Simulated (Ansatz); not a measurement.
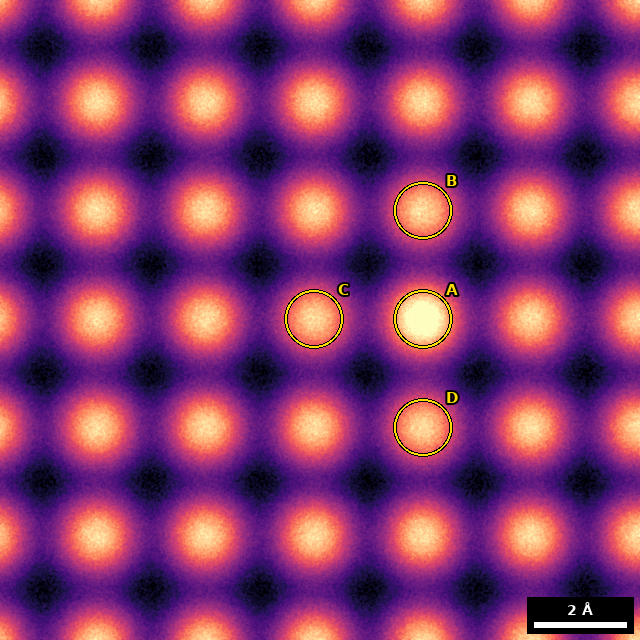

Z-contrast image of Fe (Pm-3m, No. 221) along [001]. Simulated incoherent Z contrast: every atom adds Z^1.7 spread by a probe of 1.30 Å full width; channelling and multiple scattering are left out. The display is stretched by a gamma of 0.65; percentages refer to the linear signal. Shot noise was added.

The sample is 4 repeats (9.5 Å) thick. One point defect was put into the perfect crystal, without relaxing the atoms around it. Brightness is counted from the darkest point of the image. Host structure: coordinates from a relaxation with Ansatz 0.2.0, DFT, PBE, plane waves (420 eV) with PAW, scalar-relativistic; the starting structure was generated, so it need not be a known form of this composition.

> Which ringed column holds the defect, and does it scatter more or less than its equals?

A; it scatters more. The column holds 4 atoms (Fe) through the sample, and one Fe atom is replaced by Ru, so its peak rises to about 140 % of that of its equals.
